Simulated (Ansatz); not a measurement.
Si

Input file:

```
crystal:
  lattice:
    - [0.0, 0.0, 4.987598145]
    - [2.6290009028, -4.5535631367, 0.0]
    - [2.6290009028, 4.5535631368, 0.0]
  atoms:
    - { symbol: Si, position: [0.0, 0.4429441048, -0.0570558952] }
    - { symbol: Si, position: [0.5, 0.5, 0.0] }
    - { symbol: Si, position: [0.0, 0.0, 0.0] }
    - { symbol: Si, position: [0.5, 0.0, 0.0] }
    - { symbol: Si, position: [0.0, 0.5, 0.5] }
    - { symbol: Si, position: [0.5, 0.5, 0.5] }
    - { symbol: Si, position: [0.0, 0.0, 0.5] }
    - { symbol: Si, position: [0.5, 0.0, 0.5] }
basis:
  ecutwfc: 500
kpoints:
  mp_grid: { grid: [12, 12, 12] }
hamiltonian:
  xc: r2scan
scf:
  occupations: { method: gaussian, width: 0.15 }
output:
  forces: true
  stress: true
  eigenvalues: true
  write_density: true
  write_potential: true
  elf: true
  volumetric_format: npy
```

Command:

```sh
ansatz run input.yaml --threads 2 --pin off --max-ram 5120MiB --backend cpu --events-out ev --progress --plain --runs-dir out
```

Below, planes, directions and counts refer to the conventional cell (a = 4.99 Å, b = 9.11 Å, c = 5.26 Å, α = 90.00°, β = 90.00°, γ = 90.00°).

Space group Amm2; a structure from a database of computed crystals, not necessarily the ambient phase; changed on purpose from its base cell (atom 1 (Si) moved by (-0.300, +0.000) A along x and z); not relaxed (largest force 1.4 eV/Å).

All numbers below come from Ansatz 0.2.0, DFT r2SCAN, scalar-relativistic, plane waves, PAW.

What can the converged valence pseudo-density and electron localisation function tell about the bonding?

Si–Si (2.33 Å): ρ at the midpoint is about 0.52 e/Å³; the ELF peaks at about 0.85 between the atoms.
Si–Si (2.49 Å): ρ is about 0.41 e/Å³ halfway; the ELF peaks at about 0.75 between the atoms.

Does the calculation make it a metal, or give it a gap?

It is metallic or semimetallic at this level of theory: no gap opens.

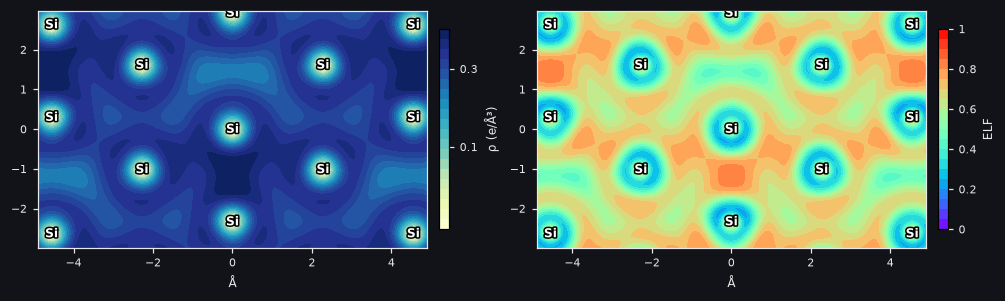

Computed valence pseudo-density and electron localisation function on the (100) plane of the conventional cell, in this order. 

In a PAW calculation such maps are meaningful between the atoms, not at the nuclei.
